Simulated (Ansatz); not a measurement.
# Single-point calculation, with input and output: CdTe (part 2 of 2)

CdTe (slab, 10 atoms in the cell); DFT PBE, scalar-relativistic, plane waves, PAW, no spin polarisation (Ansatz 0.2.0); cutoff 420 eV, 8×5×1 k-mesh, Gaussian smearing of 0.05 eV. The structure derives from an entry of the Crystallography Open Database. It belongs to a series of runs on one base structure; here: (1 1 0) slab cut from the bulk.

Geometry of the input (Å; fractional positions):
```
4.6792  0.0000  0.0000
0.0000  6.6174  0.0000
0.0000  0.0000  24.3584
Cd 0.5000  0.5000  0.3079
Te 0.0000  0.2500  0.3079
Cd 0.0000  0.0000  0.4040
Te 0.5000  0.7500  0.4040
Cd 0.5000  0.5000  0.5000
Te 0.0000  0.2500  0.5000
Cd 0.0000  0.0000  0.5960
Te 0.5000  0.7500  0.5960
Cd 0.5000  0.5000  0.6921
Te 0.0000  0.2500  0.6921
```

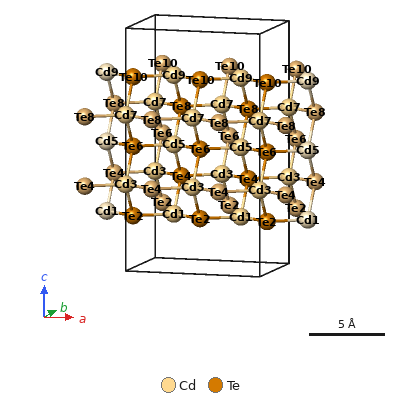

Fig. 1: The structure as given in the input (ball-and-stick view of the 2 × 1 repeat of the cell, with the vacuum cut short, seen slightly off an axis; neighbours outside the cell are drawn fainter; atoms are numbered from 1 in the order of the input). An atom can appear more than once, as a periodic image.

**Output, continued**
```
  k-point 1: bands = ["-101.5421", "-101.5421", "-101.4567", "-101.3374", "-101.3374", "-62.6696", "-62.6696", "-62.5803", "-62.5803", "-62.5631", "-62.5631", "-62.5227", "-62.5217", "-62.5116", "-62.4047", "-62.4046", "-62.4019", "-62.4019", "-62.3909", "-62.3909", "-35.4093", "-35.4091", "-35.4027", "-35.4026", "-35.3991", "-35.3990", "-35.3847", "-35.3847", "-35.3806", "-35.3806", "-35.2481", "-35.2447", "-35.2379", "-35.2321", "-35.2320", "-34.9847", "-34.9847", "-34.9836", "-34.9835", "-34.8727", "-34.8727", "-34.8644", "-34.8644", "-34.8312", "-34.8312", "-10.1496", "-10.0209", "-9.8406", "-9.4481", "-9.4474", "-7.5377", "-7.5369", "-7.5263", "-7.5055", "-7.4972", "-7.4737", "-7.4677", "-7.4515", "-7.4414", "-7.4265", "-7.4143", "-7.4076", "-7.4047", "-7.3642", "-7.3623", "-7.3464", "-7.3178", "-7.2747", "-7.2404", "-7.2321", "-7.2236", "-7.2221", "-7.0698", "-6.9502", "-6.9311", "-3.1763", "-3.0644", "-2.7307", "-1.8754", "-1.1736", "-1.0730", "-0.7983", "-0.7406", "-0.4252", "-0.3310", "0.0587", "0.2403", "0.3393", "0.4008", "0.4863", "1.7762", "2.0576", "2.8501", "3.3578", "3.4647", "3.8721", "4.1654", "4.5751", "5.2042", "5.4213", "5.5240", "5.6639", "5.6952", "5.9090", "5.9119", "6.0164", "6.3753", "6.4476"]
  k-point 2: bands = ["-101.5421", "-101.5421", "-101.4567", "-101.3374", "-101.3374", "-62.6696", "-62.6696", "-62.5803", "-62.5803", "-62.5631", "-62.5631", "-62.5227", "-62.5217", "-62.5116", "-62.4047", "-62.4046", "-62.4019", "-62.4019", "-62.3909", "-62.3909", "-35.4093", "-35.4091", "-35.4027", "-35.4026", "-35.3991", "-35.3990", "-35.3847", "-35.3847", "-35.3806", "-35.3806", "-35.2481", "-35.2447", "-35.2379", "-35.2321", "-35.2320", "-34.9847", "-34.9847", "-34.9836", "-34.9835", "-34.8727", "-34.8727", "-34.8644", "-34.8644", "-34.8312", "-34.8312", "-10.0793", "-10.0074", "-9.8966", "-9.4558", "-9.4532", "-7.5352", "-7.5352", "-7.5195", "-7.5078", "-7.4914", "-7.4737", "-7.4662", "-7.4367", "-7.4356", "-7.4217", "-7.4181", "-7.4122", "-7.3688", "-7.3677", "-7.3561", "-7.3532", "-7.3100", "-7.2345", "-7.2287", "-7.2268", "-7.2217", "-7.1987", "-7.1454", "-7.0444", "-7.0079", "-3.1764", "-3.0563", "-2.4767", "-2.2932", "-1.6444", "-0.5857", "-0.4954", "-0.3671", "-0.2538", "-0.1365", "-0.0722", "0.1381", "0.1453", "0.2686", "0.3313", "2.0347", "2.0981", "2.8582", "2.9800", "3.4058", "3.9360", "4.1021", "4.5355", "5.1730", "5.3517", "5.7812", "5.9427", "6.0266", "6.0651", "6.0872", "6.2103", "6.3846", "6.5008"]
  k-point 14: bands = ["-101.5421", "-101.5421", "-101.4567", "-101.3374", "-101.3374", "-62.6696", "-62.6696", "-62.5803", "-62.5803", "-62.5632", "-62.5631", "-62.5227", "-62.5217", "-62.5116", "-62.4046", "-62.4046", "-62.4019", "-62.4019", "-62.3909", "-62.3909", "-35.4091", "-35.4089", "-35.4027", "-35.4026", "-35.3991", "-35.3991", "-35.3849", "-35.3849", "-35.3804", "-35.3804", "-35.2483", "-35.2443", "-35.2379", "-35.2321", "-35.2320", "-34.9845", "-34.9844", "-34.9837", "-34.9837", "-34.8727", "-34.8726", "-34.8645", "-34.8645", "-34.8311", "-34.8310", "-9.9505", "-9.8990", "-9.8055", "-9.3625", "-9.3600", "-7.5268", "-7.5124", "-7.4907", "-7.4900", "-7.4378", "-7.4341", "-7.4333", "-7.4329", "-7.4118", "-7.4114", "-7.3968", "-7.3904", "-7.3840", "-7.3804", "-7.3351", "-7.3061", "-7.2617", "-7.2427", "-7.2117", "-7.2108", "-7.0049", "-6.9534", "-6.9337", "-6.8546", "-6.8363", "-3.3573", "-3.3508", "-3.2379", "-3.0261", "-2.9822", "-1.3250", "-1.2668", "-1.1080", "-1.0981", "-0.6538", "-0.5113", "-0.4548", "-0.3993", "0.0801", "0.4030", "1.8611", "2.3942", "3.2286", "3.8052", "4.0318", "4.8249", "5.0024", "5.0121", "5.4718", "5.5575", "5.9912", "6.0783", "6.3097", "6.3160", "6.3600", "6.8779", "6.8856", "7.1116"]
```

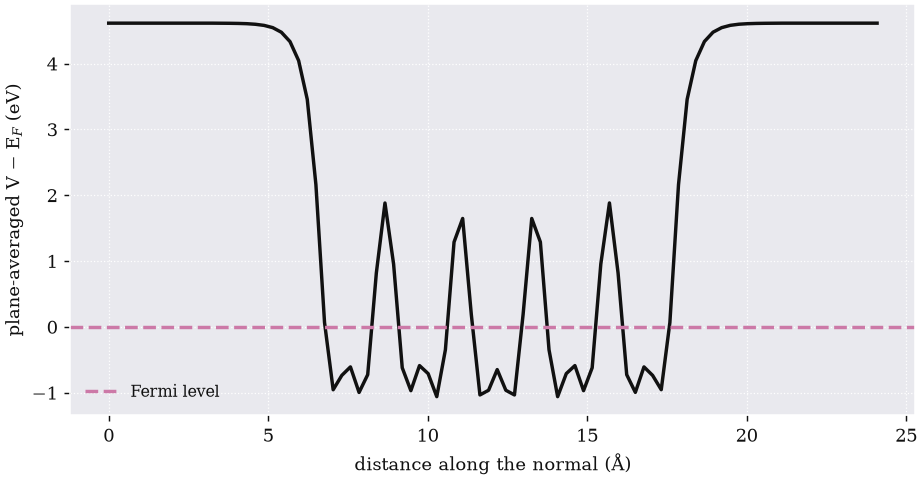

Fig. 2: Plane average of the electrostatic potential energy of an electron across the cell, from the Fermi level. The vacuum level lies 4.61 eV above the Fermi level.

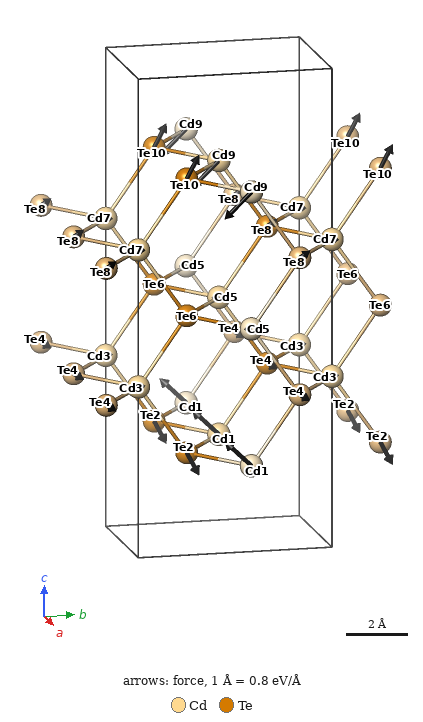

Fig. 3: Forces on the atoms as black arrows (ball-and-stick view of the cell of the calculation, with the vacuum cut short, seen slightly off an axis; neighbours outside the cell are drawn fainter; atoms are numbered from 1 in the order of the input); the smallest are left out. The largest act on Cd1, Cd9 (1.03 eV/Å); Te2, Te10 (0.73 eV/Å); Te4, Te8 (0.34 eV/Å). The geometry is not a stationary point of this energy.

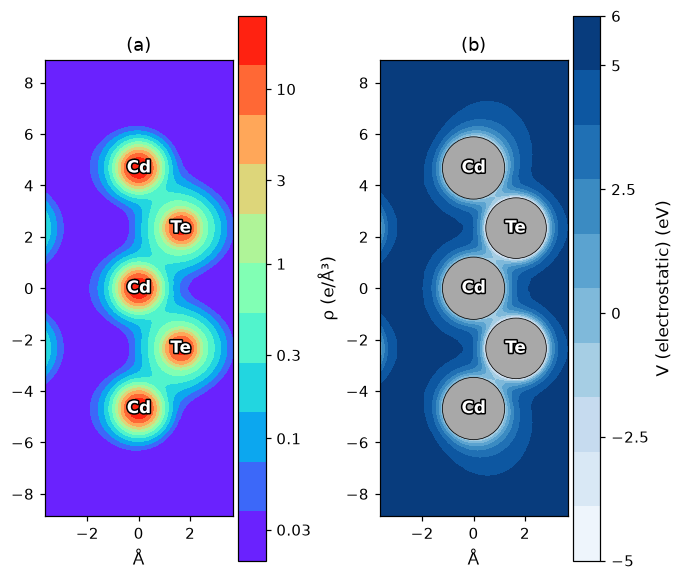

Fig. 4: (a) valence pseudo-density; (b) electrostatic potential energy of an electron on the (100) plane of the calculation cell, a cut from vacuum to vacuum. Grey discs, where drawn, cover atomic cores. Cd–Te (2.87 Å): ρ at the midpoint is about 0.32 e/Å³. The density dies away to nearly zero in the vacuum. Core electrons are frozen (PAW), so the fields are smoothed inside the atomic spheres.

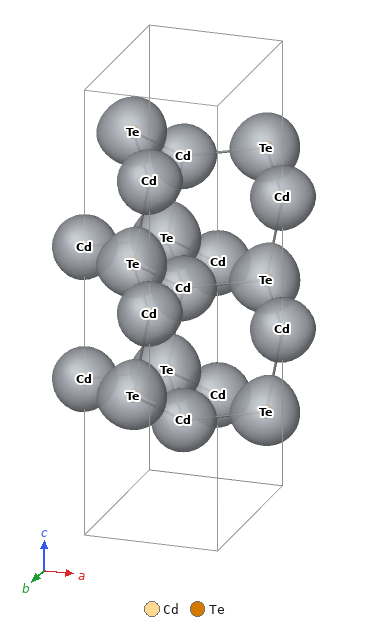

Fig. 5: Isosurface of the valence pseudo-density at 0.4 e/Å³ (grey), seen at an oblique angle. Sticks mark near contacts. At this value the density breaks into separate islands; it holds about 85 % of the electrons treated as valence (semicore included). It is pinched off along the Cd–Te (2.87 Å) contacts. On the grid the lowest density along these lines, outside the cores, is 0.31 e/Å³ (Cd–Te, 2.87 Å).

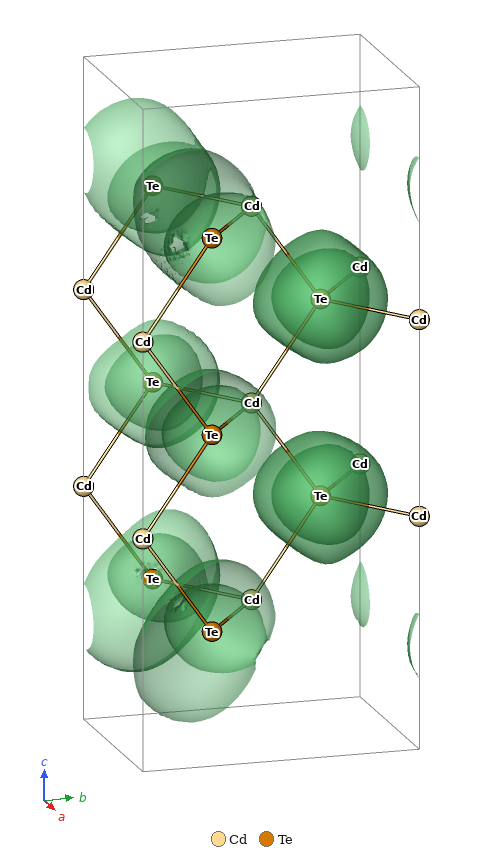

Fig. 6: Isosurface of the electron localisation function at 0.6 (green), seen slightly off an axis. Core shells and regions of very low density are left out. Sticks mark near contacts. Along the contacts the grid gives the following. Cd–Te (2.87 Å): the ELF peaks at about 0.70 in the valence shell of Te, 1.2 Å from its nucleus, and drops to about 0.15 between the two atoms.

**Results in brief**

| quantity | value |
| --- | --- |
| outcome | converged |
| electrons treated | 180 |
| free energy | −76175.0548 eV |
| work function, top face | 4.61 eV |
| work function, bottom face | 4.61 eV |
| Fermi energy | 0.936 eV |
| gap on the k-point mesh | 0.72 eV |
| work function (upper face) | 4.61 eV |
| largest force (length of the vector) | 1.026 eV/Å |
| wall time | 2.9 min |
| peak memory | 1.4 GiB |

**Notes**

Warnings of the run: the exchange-correlation potential is rough where the density is thin.
